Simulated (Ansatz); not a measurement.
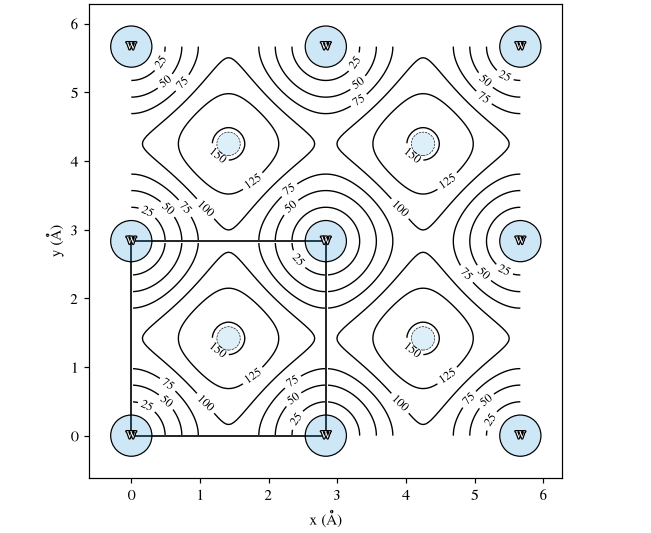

Energy landscape of Si on a W(100) slab cut from the Fm-3m phase, its upper half relaxed before the scan (12 atoms of substrate and one adsorbate in a 2 × 2 cell). 
- Si is moved over the surface cell at a fixed height above a rigid substrate; the origin of the map has the adsorbate above W9; the height is held at 3.10 Å.
- Places are given modulo a cell vector. The map is drawn in real space over the plane of the surface.
- Grid: 6 × 6 points; 10 points were computed and 26 follow by symmetry.
- Places are given in fractions of the 1 × 1 surface cell.
- Energies are in meV, from the lowest grid point.
- The runs have no spin polarisation, so an open-shell adsorbate far from the surface lies too high. At a fixed height the lowest place need not be the adsorption site.
- Level of theory: DFT PBE+D3(BJ), scalar-relativistic, plane waves, PAW in Ansatz. Settings: cutoff 420 eV, k-mesh 5×5×1, gaussian smearing 0.1 eV, no spin polarisation.

In the figure: contour lines labelled in meV, labelled circles for the atoms of the top layer and small ones for the second layer, the outline of one cell of the 2 × 2 shown. Between grid points the surface is interpolated. 

### What does the map say about the system?

The lowest grid point is at the top site over a surface W atom, (0/6, 0/6) of the cell vectors. No other kind of well shows on this grid. The highest grid point, a fourfold hollow over a second-layer W atom, (3/6, 3/6) of the cell vectors, lies 154 meV above the lowest. On the interpolated surface the easiest way out of the lowest well to its copy in the next cell or period passes a barrier of about 98.2 meV. At the lowest point the adsorbate has 1 W at 3.10 Å as nearest neighbours, at the highest 4 W at 3.69 Å.

The input of one point:

```yaml
crystal:
  lattice:
    - [5.6644156868, 0.0, 0.0]
    - [0.0, 5.6644156868, 0.0]
    - [0.0, 0.0, 21.1500668291]
  atoms:
    - { symbol: W, position: [0.25, 0.25, 0.1891246979] }
    - { symbol: W, position: [0.25, 0.75, 0.1891246979] }
    - { symbol: W, position: [0.75, 0.25, 0.1891246979] }
    - { symbol: W, position: [0.75, 0.75, 0.1891246979] }
    - { symbol: W, position: [0.0, 0.0, 0.2848852803] }
    - { symbol: W, position: [0.0, 0.5, 0.2848852803] }
    - { symbol: W, position: [0.5, 0.0, 0.2848852803] }
    - { symbol: W, position: [0.5, 0.5, 0.2848852803] }
    - { symbol: W, position: [0.25, 0.25, 0.3806166143] }
    - { symbol: W, position: [0.25, 0.75, 0.3806166143] }
    - { symbol: W, position: [0.75, 0.25, 0.3806166143] }
    - { symbol: W, position: [0.75, 0.75, 0.3806166143] }
    - { symbol: Si, position: [0.25, 0.25, 0.5271882552] }
basis:
  ecutwfc: 420
kpoints:
  mp_grid: { grid: [5, 5, 1] }
hamiltonian:
  xc: pbe
  pseudopotentials: { kind: paw, azcp: { folder: soft_1 } }
  dispersion: d3bj
scf:
  occupations: { method: gaussian, width: 0.1 }
output:
  forces: true
  eigenvalues: true
efield:
  axis: 3
  dipole_correction: true
  ramp_width: 0.04
```

Each point was launched as `ansatz run input.yaml --threads 2 --pin off --max-ram 6144MiB --backend cpu --events-out ev --progress --plain --runs-dir out`. The whole map (10 points run) took 11 min on 2 threads of Arm Neoverse N1, on a shared host.
